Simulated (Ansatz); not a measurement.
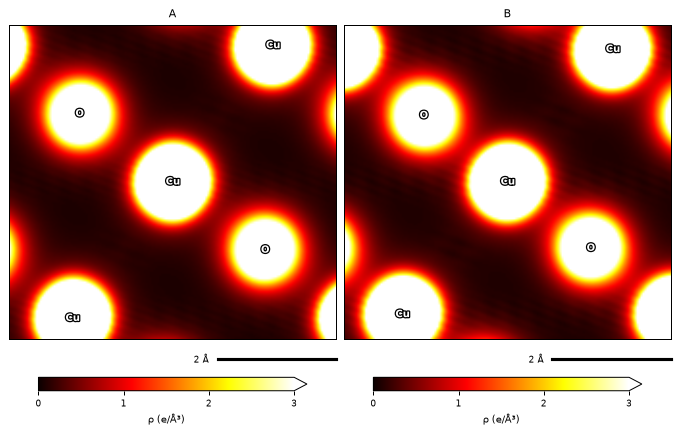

Cu$_{3}$O$_{2}$. The valence pseudo-density of two cells that differ in size and shape, on the (11̄0) plane of each (indices in the axes of the calculation cell), at one length scale and on one colour scale; one has 11.6 and the other 12.6 Å³ an atom.

All numbers below come from DFT LDA, scalar-relativistic, plane waves, PAW in Ansatz 0.2.0.

Core electrons are frozen (PAW), and the valence fields are smoothed inside the atomic spheres.

The larger cell:

```xyz
5
Lattice="-2.0137 2.0137 3.8756 2.0137 -2.0137 3.8756 2.0137 2.0137 -3.8756" Properties=species:S:1:pos:R:3 pbc="T T T"
Cu    2.0137    0.0000    1.9378
Cu    0.0000    2.0137    1.9378
Cu    0.0000    0.0000    0.0000
O     2.0137    0.0000    0.0000
O     0.0000    2.0137    0.0000
```

The smaller cell: a = 4.581 Å, b = 4.581 Å, c = 4.581 Å, α = 127.85°, β = 127.85°, γ = 76.87°.

Question: Which is the denser cell? Describe the effect of the change.

Answer: Panel B is the smaller cell, by 7 % in volume. From the larger cell to the smaller, Cu–O goes from 1.94 to 1.79 Å, and the density at its midpoint from 0.64 to 0.92 e/Å³; the pressure goes from −19 to −6 GPa.

PAW datasets: the set soft_1.
